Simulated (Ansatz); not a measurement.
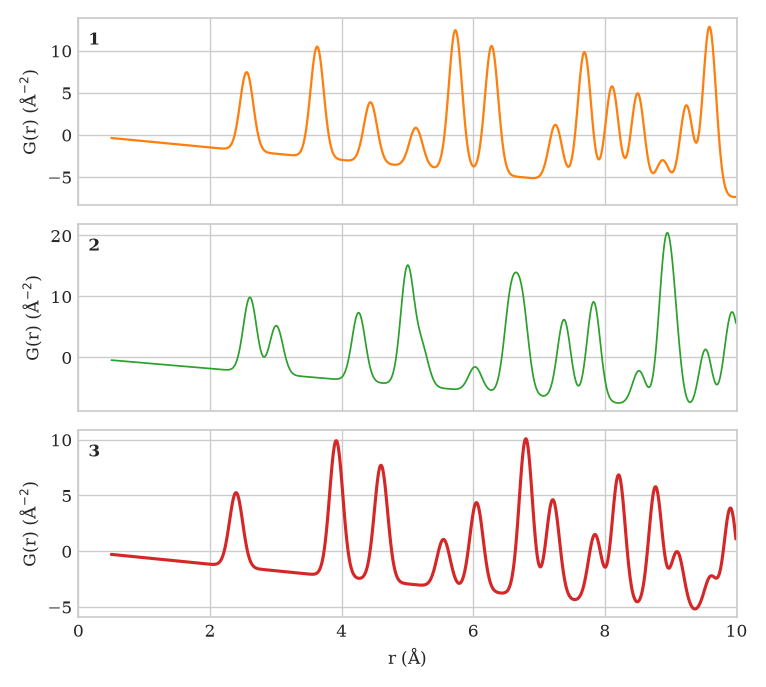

Simulated X-ray pair distribution function, G(r) = R(r)/r − 4πρ₀r, summed over the atomic distances of the structure with each pair weighted by the product of the atomic numbers (X-ray weights at Q = 0); every distance is a Gaussian of σ = 0.10 Å. No termination ripples are included.

Candidate structures:

A. 
```xyz
8
Lattice="5.5492 0.0000 0.0000 0.0000 5.5492 0.0000 0.0000 0.0000 5.5492" Properties=species:S:1:pos:R:3 pbc="T T T"
Zn    4.1619    4.1619    4.1619
Zn    0.0000    2.7746    0.0000
Zn    4.1619    1.3873    1.3873
Zn    0.0000    0.0000    2.7746
Zn    1.3873    4.1619    1.3873
Zn    2.7746    2.7746    2.7746
Zn    1.3873    1.3873    4.1619
Zn    2.7746    0.0000    0.0000
```

B. 
```cif
data_structure
_symmetry_space_group_name_H-M 'Im-3m'
_symmetry_Int_Tables_number 229
_cell_length_a 3.0127
_cell_length_b 3.0127
_cell_length_c 3.0127
_cell_angle_alpha 90.000
_cell_angle_beta 90.000
_cell_angle_gamma 90.000
_cell_volume 27.34
loop_
_atom_site_label
_atom_site_type_symbol
_atom_site_symmetry_multiplicity
_atom_site_Wyckoff_symbol
_atom_site_fract_x
_atom_site_fract_y
_atom_site_fract_z
_atom_site_occupancy
Zn1 Zn 2 a 0.00000 0.00000 0.00000 1
```

C. 
```xyz
1
Lattice="2.5636 0.0000 0.0000 0.0000 2.5636 0.0000 0.0000 0.0000 2.5636" Properties=species:S:1:pos:R:3 pbc="T T T"
Zn    0.0000    0.0000    0.0000
```

Origins: A, coordinates from a relaxation with DFT, LDA (PW92), plane waves (420 eV) with PAW, scalar-relativistic (Ansatz); the starting structure was generated, so it need not be a known form of this composition; B, coordinates from a relaxation with Ansatz 0.2.0, DFT, LDA (PW92), plane waves (420 eV) with PAW, scalar-relativistic; the starting structure was generated, so it need not be a known form of this composition; C, the end point of a relaxation with DFT, PBEsol, plane waves (420 eV) with PAW, scalar-relativistic in Ansatz; the starting structure was generated, so it need not be a known form of this composition.

### Match each curve to its structure.

curve 1 is C (Zn, first clear peaks at 2.56 Å (Zn–Zn) and 3.63 Å (Zn–Zn)); curve 2 is B (Zn, first clear peaks at 2.61 Å (Zn–Zn) and 3.01 Å (Zn–Zn)); curve 3 is A (Zn, first clear peaks at 2.40 Å (Zn–Zn) and 3.92 Å (Zn–Zn)).
